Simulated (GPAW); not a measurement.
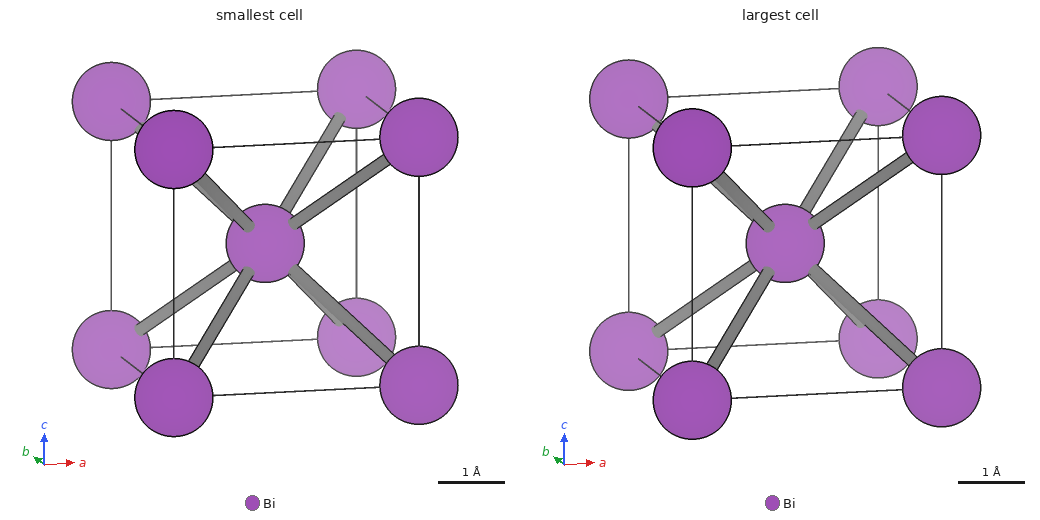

Bi, body-centred cubic (W type), space group Im-3m (No. 229), relaxed (cell and atoms, zero pressure) with five choices of dispersion term on top of PBEsol; the smallest and the largest of the relaxed conventional cells are drawn to one scale (sticks follow a distance rule). The start was a structure listed in the Materials Project. This isn't the form of Bi at room conditions, which is rhombohedral.

Alike in all runs: GPAW 26.7.0; functional PBEsol; potentials PAW data sets generated in the run's folder for this functional; cutoff 600 eV; k mesh 9 × 9 × 9 on the run's cell of 1 atom; occupations fermi-dirac, width 0.05 eV; no spin polarisation; no spin-orbit coupling. All runs are metallic.

```tsv
level	volume (Å³/atom)	a (Å)
none	29.95	3.913
D3(BJ)-ATM	28.60	3.853
D4	29.04	3.873
D3(BJ)	?	?
D3	29.27	3.883
```

> What does D3(BJ) give?

Volume 28.44 Å³/atom; a 3.846 Å. That is the smallest volume of all.

> Order the levels by the relaxed volume, smallest first.

D3(BJ) (28.44 Å³/atom), D3(BJ)-ATM (28.60 Å³/atom), D4 (29.04 Å³/atom), D3 (29.27 Å³/atom), none (29.95 Å³/atom). Rows within a few tenths of a per cent can't be told apart.

Caveat: later steps reuse the first step's grids; pairwise dispersion terms can overbind metals strongly; spin-orbit coupling is left out, which matters for Bi, in volumes and forces too.
